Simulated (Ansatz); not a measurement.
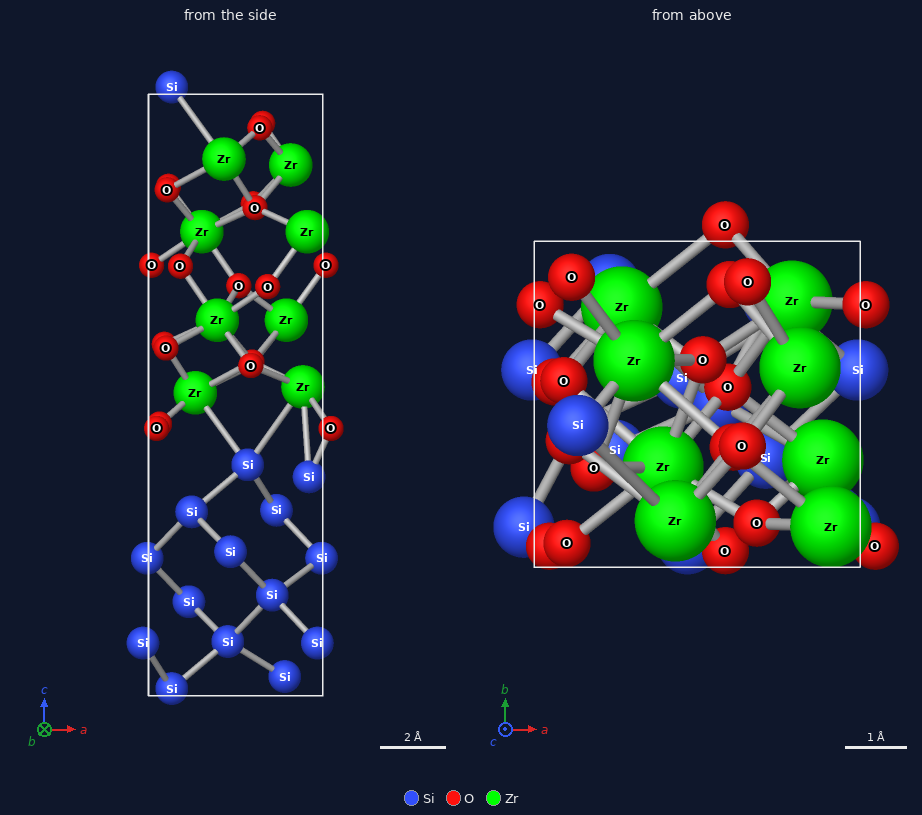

A ball-and-stick picture of a periodic stack of two materials, seen from the side and from above; the box is the simulation cell in a reduced setting, and 1×1 cells are drawn in the plane (a layer on the cell's face shows at both ends).

> Describe the two parts of the stack.

Si (1 0 0) (Fd-3m, 12 atoms) and ZrO2 (1 0 0) (P2_1/c, 24 atoms).

> Give the in-plane cell and the period of the stack.

The in-plane vectors are 5.40 and 5.40 Å long, those of Si, to which ZrO2 is strained; the stack repeats after 18.6 Å.

The atoms and the stacking vector were relaxed with DFT LDA, scalar-relativistic, plane waves, PAW in Ansatz, the in-plane cell held. The two parents, named as they started, are listed structures, not always the stable forms, and thin layers can change their stacking on relaxation.
